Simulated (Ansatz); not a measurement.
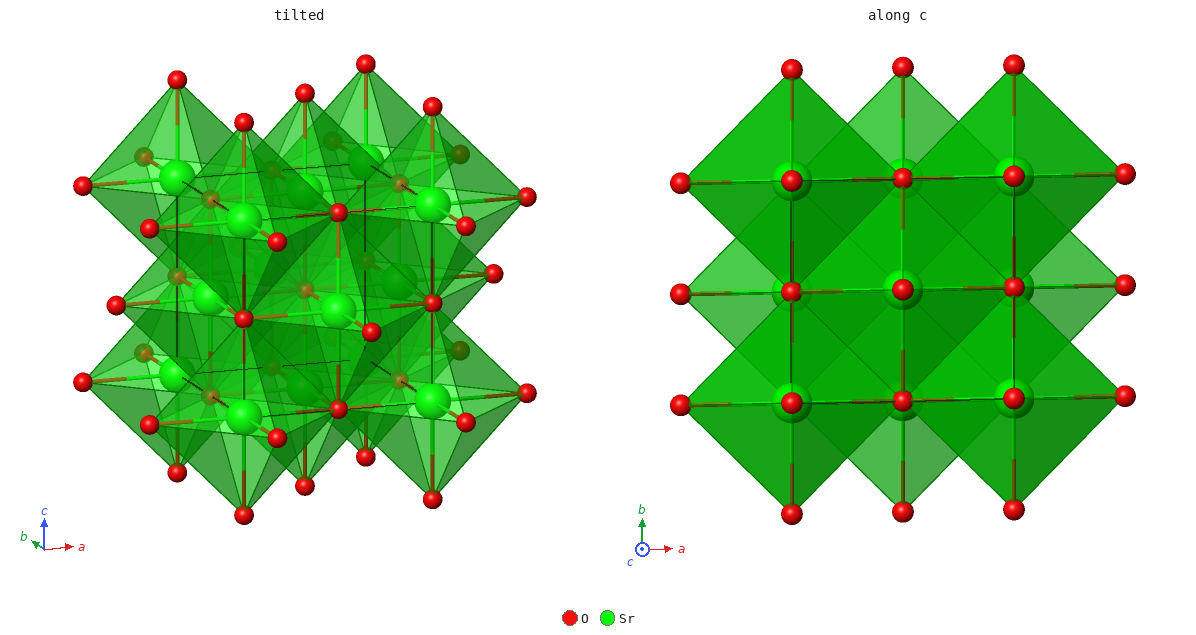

This polyhedral model is shown slightly off an axis and along the c axis. The drawn cell (a repeat of the simulation cell) is drawn as a box. Some neighbours outside the box are added.

SrO, a = 5.160 Å, b = 5.160 Å, c = 5.160 Å, α = 90.00°, β = 90.00°, γ = 88.82°. Strictly the space group is Immm (No. 71, within 0.01 Å). It is a distorted form of a face-centred cubic structure, space group Fm-3m (No. 225) within 0.25 Å: rock salt (NaCl type). It goes back to a structure type filled with these elements by a generator (whether the compound takes this form wasn't checked). The cell was then strained or its atoms displaced on purpose. It went into a calculation with Ansatz.

This one geometry was computed with Ansatz (DFT, plane waves, PAW) at three levels of theory: r2SCAN, HSE06 and PBE. It was relaxed with r2SCAN and then strained.

### Which level gives the highest pressure at this volume, and what does that say about its equilibrium volume?

Highest: PBE (1.8 GPa), which points to the largest equilibrium volume. Lowest, with the smallest volume: r2SCAN (0.0 GPa) and HSE06 (-0.3 GPa). Levels within 0.5 GPa of each other can't be told apart.

### How does the band gap change with the level of theory?

PBE: a gap of 3.29 eV, indirect; r2SCAN: a gap of 3.77 eV, indirect; HSE06: a gap of 4.77 eV, indirect.

### Collect the results in a table.

| level | cutoff (eV) | k-mesh of the run's cell | gap (eV) | pressure (GPa) |
| --- | --- | --- | --- | --- |
| r2SCAN | 500 | 8×8×8 | 3.77 | 0.0 |
| HSE06 | 420 | 6×6×6 | 4.77 | -0.3 |
| PBE | 420 | 8×8×8 | 3.29 | 1.8 |

Gaps are taken on the k-mesh or band path of each run.
